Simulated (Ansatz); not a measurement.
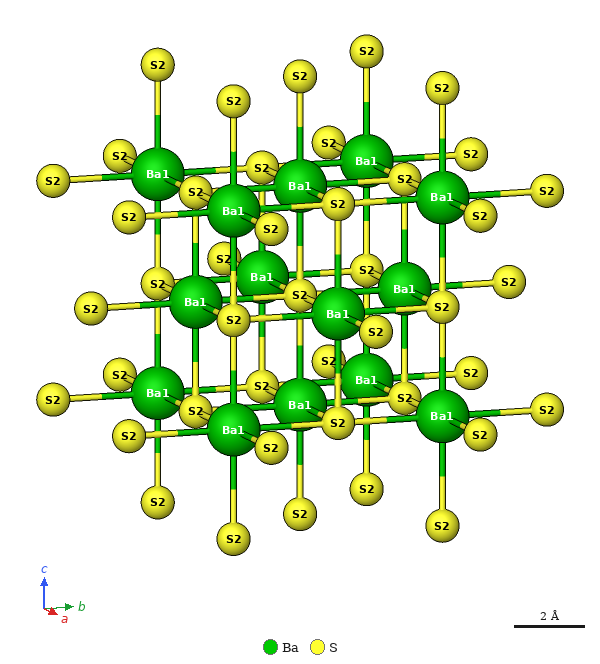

Reference structure: a crystal of BaS (built on the rocksalt type) at its r2SCAN-relaxed geometry. A ball-and-stick model of the conventional cell (4 times the calculation's cell), seen slightly off an axis. Lengths and directions refer to the drawn axes.

Computed with DFT, PBE, plane waves, PAW in Ansatz 0.2.0. (plane-wave cutoff 420 eV; k-point mesh 8 × 8 × 8; occupations fermi dirac; smearing width 0.02 eV; no spin polarisation)

The variant: The cell is strained by −0.5 % along [1 1 1] and none across it (volume −0.5 %). The atoms were relaxed with r2SCAN under that strain, and this is a single point on that geometry.

The input:
```yaml
crystal:
  lattice:
    - [-0.0107059862, 3.2010898869, 3.2010898869]
    - [3.2010898869, -0.0107059862, 3.2010898869]
    - [3.2010898869, 3.2010898869, -0.0107059862]
  atoms:
    - { symbol: Ba, position: [0.0, 0.0, 0.0] }
    - { symbol: S, position: [0.5, 0.5, 0.5] }
kpoints:
  mp_grid: { grid: [8, 8, 8] }
  band_path:
    path:
      - [0.0, 0.0, 0.0]
      - [0.5, 0.0, 0.5]
      - [0.625, 0.25, 0.625]
      - [0.375, 0.375, 0.75]
      - [0.5, 0.5, 0.5]
      - [0.5, 0.25, 0.75]
      - [0.0, 0.5, 0.5]
    npoints: 1
hamiltonian:
  xc: pbe
scf:
  occupations: { method: fermi_dirac, width: 0.02 }
  n_extra_bands: 4
output:
  forces: true
  stress: true
  eigenvalues: true
```

Launched with:
```bash
ansatz run input.yaml --threads 2 --pin off --max-ram 2211MiB --backend cpu --events-out ev --progress --plain --runs-dir out
```

**Predict the response.**

Near-neighbour distances before and after: Ba–S 3.212 → 3.206 Å. The space group (tolerance 0.01 Å) goes from Fm-3m (No. 225) to R-3m (No. 166). The energy changes by less than 1 meV per atom. The pressure goes from 0.1 to 0.3 GPa. The principal stresses (compression positive) are 0.4 GPa along [1 1 1] and 0.2 GPa across it. All forces vanish by symmetry.
